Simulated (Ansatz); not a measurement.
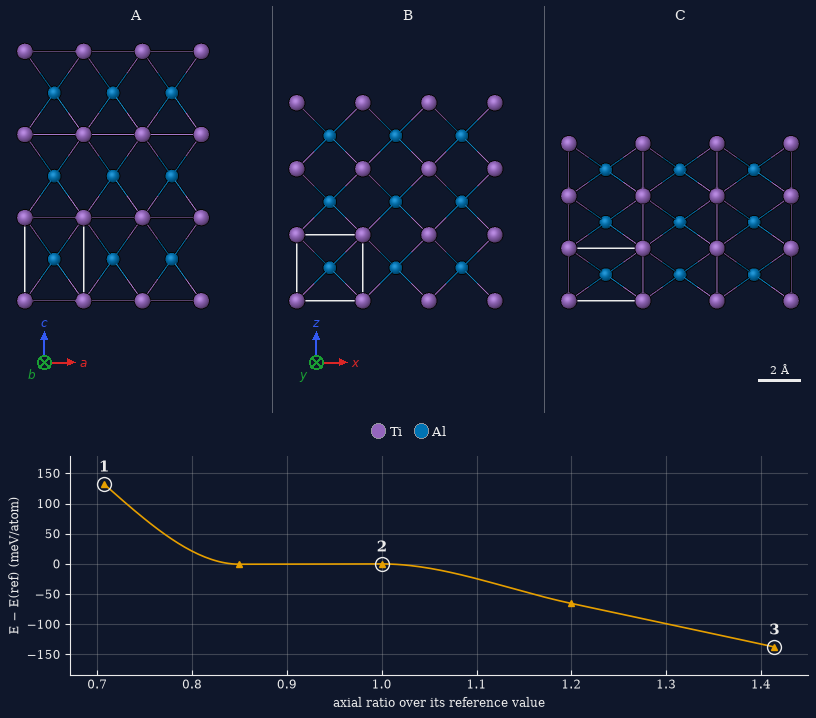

Energy scan for a crystal of TiAl (Pm-3m), in which the ratio of the cell's length along z to its lengths across, counted as 1 for the reference, is changed at fixed volume (a tetragonal or Bain path), with the atoms kept at their fractional coordinates. x, y and z are the Cartesian axes of the input. The frames are shuffled; the numbered points of the plot belong to them. Style: ball-and-stick. Shown: the cell of the calculation, repeated 3 × 2 × 3 with one cell outlined, along the b axis.

All numbers below come from DFT r2SCAN, scalar-relativistic, plane waves, PAW (Ansatz 0.2.0). Settings: plane-wave cutoff 500 eV; k-point mesh 16 × 16 × 16; occupations gaussian; smearing width 0.15 eV; no spin polarisation. Energies (free energies at the smearing named) are counted from the cell as listed in its source, which wasn't relaxed.

### Which frame belongs to which numbered point?

Point 1 is frame C (the relative ratio 0.707, 132.4 meV/atom); 2 is frame B (the relative ratio 1.00, 0.0 meV/atom); 3 is frame A (the relative ratio 1.414, −137.6 meV/atom). Of the computed points the lowest is at the relative ratio 1.414, −137.6 meV/atom. The energy is still falling at the end of the range, so the minimum along this coordinate lies there or beyond. At the ends of the scan the energy is 132.4 meV/atom (0.707) and −137.6 meV/atom (1.414). The unrelaxed reference is under a pressure of −0.8 GPa. The distortion takes the space group from Pm-3m to P4/mmm. At the relative ratio 1.414 the cell of the drawing goes a 3.179 → 2.832 Å, b 3.179 → 2.832 Å, c 3.179 → 4.005 Å.
